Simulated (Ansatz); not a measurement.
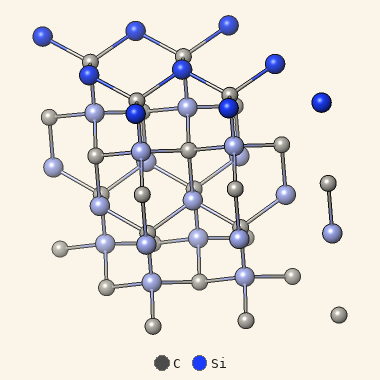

The system is Si on a SiC(001) slab cut from the P6_3mc phase, its upper half relaxed before the scan (32 atoms of substrate and one adsorbate in a 2 × 2 cell); the picture shows it without the atoms that are moved over the map. Si is moved over the surface cell; relaxed at each place: the height of the adsorbate's atoms; substrate rigid; the origin of the map has the adsorbate above Si29. Places are given modulo a cell vector. The map is drawn in real space over the plane of the surface. The scan uses a 6 × 6 grid; 10 points were computed and 26 follow by symmetry. Places are given in fractions of the 1 × 1 surface cell. Energies: eV, counted from the lowest grid point. Energies and slopes of some neighbouring points disagree (a jump in structure or state, or too coarse a mesh). The magnetic moment jumps between some neighbouring points. All numbers below come from DFT PBE, scalar-relativistic, plane waves, PAW (Ansatz). Settings: cutoff 420 eV, k-mesh 6×6×1, gaussian smearing 0.05 eV, spin-polarised.

Range: position of Si33 along the first surface vector from 0.000 to 0.833; position of Si33 along the second surface vector from 0.000 to 0.833.

> What landscape does the calculation give?

The lowest grid point is at a threefold hollow over a second-layer C atom, (2/6, 4/6) of the cell vectors. The highest grid point, the top site over a surface Si atom, (0/6, 0/6) of the cell vectors, lies 2.18 eV above the lowest. At the lowest point the adsorbate has 1 C at 2.23 Å as nearest neighbours, at the highest 1 Si at 2.31 Å. Its relaxed height above the top atom is 1.66 Å at the lowest and 2.31 Å at the highest point.

```csv
"second ↓, first →",0/6,1/6,2/6,3/6,4/6,5/6
5/6,1.92,1.33,0.56,0.56,1.33,1.92
4/6,1.31,0.56,0.00,0.56,1.31,1.62
3/6,0.78,0.56,0.56,0.78,0.85,0.85
2/6,1.31,1.33,1.31,0.85,0.42,0.85
1/6,1.92,1.92,1.62,0.85,0.85,1.62
0/6,2.18,1.92,1.31,0.78,1.31,1.92
```

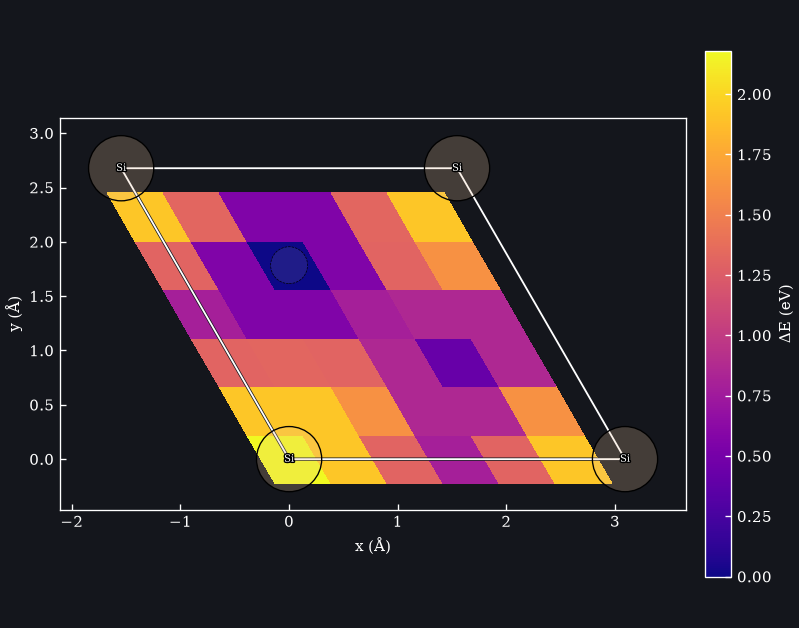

Drawn: one coloured cell a grid point, labelled circles for the atoms of the top layer and small ones for the second layer, the outline of one cell of the plane.

Each point was launched as `ansatz run input.yaml --threads 4 --pin off --max-ram 12288MiB --backend cpu --events-out ev --progress --plain --runs-dir out`. Time for the 10 points that were run: 50 min on 4 threads of Arm Neoverse V2, on a shared host.

PAW datasets: the set soft_1.
